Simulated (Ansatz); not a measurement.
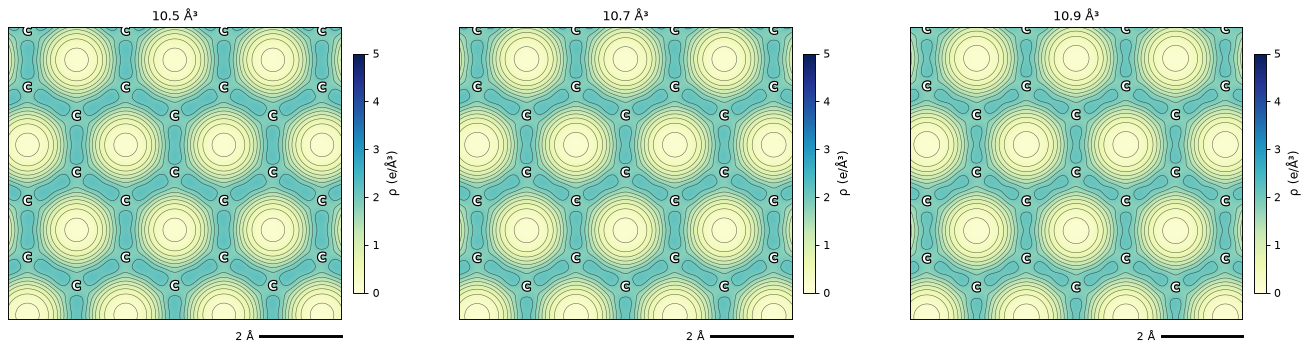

C. The valence electron density of cells scaled evenly to different volumes (given per atom above each panel), on the (010) plane of each (indices in the axes of the cell below), at one length scale and on one colour scale.

A structure from a database of computed crystals, not necessarily the ambient phase.

Theory: Kohn-Sham DFT of a periodic cell, r2SCAN, Ansatz PAW (Ansatz 0.2.0).

In a PAW calculation such maps are meaningful between the atoms, not at the nuclei.

The largest cell:

```xyz
4
Lattice="2.5147 0.0000 0.0000 -1.2574 0.7259 8.4451 1.2574 -2.1778 0.0000" Properties=species:S:1:pos:R:3 pbc="T T T"
C     0.0000    0.0000    2.2086
C     2.5147   -1.4519    2.2088
C     0.0000    0.0000    6.2363
C     2.5148   -1.4519    6.2365
```

| volume (Å³/atom) | C–C contact in the plane (Å) | ρ at its midpoint (e/Å³) | pressure (GPa) | 
| --- | --- | --- | --- |
| 10.47 | 1.405 | 2.127 | 6.7 | 
| 10.69 | 1.414 | 2.087 | 1.6 | 
| 10.91 | 1.424 | 2.046 | −3.1 | 
| 11.13 | 1.433 | ? | ? | 
| 11.56 | 1.452 | 1.936 | −14.7 | 

Q: What values belong in the row with question marks?

A: Over the known rows ln ρ falls by 1.99 per Å of C–C distance (a least-squares line), which gives 2.010 e/Å³ at 1.433 Å; the calculation gives 2.009 e/Å³. For the pressure, a straight line in volume between the neighbouring rows gives −7.0 GPa; the calculation gives −7.3.
